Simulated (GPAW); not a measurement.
KBr (Fm-3m): refractive index against wavelength

The refractive index of KBr (Fm-3m) below the direct gap (4.44 eV on the mesh) is read from one computed spectrum, n = √(Re ε).

It takes space group Fm-3m (No. 225, cubic). The conventional cell has a = 6.600 Å, b = 6.600 Å, c = 6.600 Å, α = 90.00°, β = 90.00°, γ = 90.00°. Around Br on site b lie 6 K at 3.30 Å. Around K on site a lie 6 Br at 3.30 Å.

Method: GPAW 26.7.0, PBE, RPA, k-mesh 9×9×9, local fields up to 60 eV, Lorentzian half width 0.15 eV.

Launch of the response step: `OMP_NUM_THREADS=1 python df.py`. The run took 2.0 min, its band step included, on 1 thread of Arm Neoverse V2, with other jobs on the host.

```tsv
wavelength (nm)	photon energy E (eV)	n
1064	1.165	1.5439
850	1.459	1.5487
700	1.771	1.5553
633	1.959	1.5599
532	2.331	1.5711
450	2.755	1.5877
405	3.061	?
```

In the single-oscillator model n² − 1 = E₀E_d/(E₀² − E²), so 1/(n² − 1) = E₀/E_d − E²/(E₀E_d) is linear in E².

Working, on the rows shown:

| x = E² (eV²) | y = 1/(n² − 1) |
| --- | --- |
| 1.35784 | 0.722738 |
| 2.12762 | 0.715066 |
| 3.13716 | 0.704742 |
| 3.83641 | 0.697696 |
| 5.43137 | 0.681034 |
| 7.59115 | 0.657552 |

Means: x̄ = 3.9136, ȳ = 0.69647. Σ(x − x̄)(y − ȳ) = -0.2734, Σ(x − x̄)² = 26.16. Slope = -0.2734 / 26.16 = -0.01045; intercept = ȳ − slope · x̄ = 0.73738. Turned back into n, the line misses the rows shown by at most 0.00035.

Q: What does the fit predict for the withheld row, and how well does it do?

A: At x = 9.3718 the line gives y = 0.63942, that is 1.6012. The run gave 1.6029, so the extrapolation is off by 0.0017, 3 % of the range in the table.

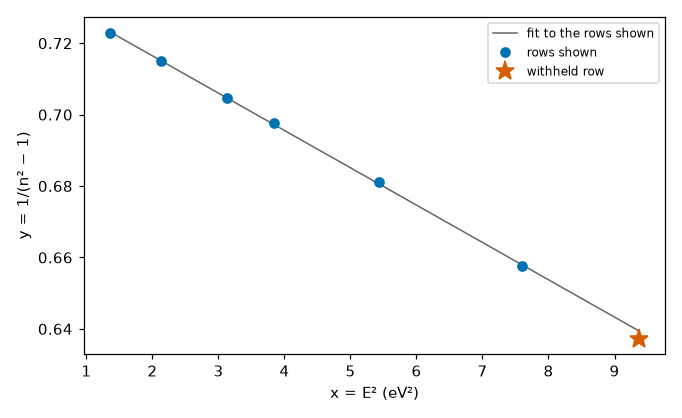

Refitted with all rows, the slope is -0.01065 and the intercept 0.73799. These give E₀ = √(intercept/−slope) = 8.32 eV and E_d = E₀/intercept = 11.3 eV; E₀ is 1.9 times the direct gap. The electronic limit at long wavelengths, without lattice vibrations, is n = √(1 + 1/intercept) = 1.535. Excitons are left out; PBE gaps are as a rule too small. The values come from a sum over the points of one k-mesh and carry its error, which grows as the direct gap shrinks. Spin-orbit coupling is left out.

[Logs are printed without paths, hosts, clocks, repeated set-up lines and the standing remarks that a program may print on its own settings, such as how far it seeks lower states.]
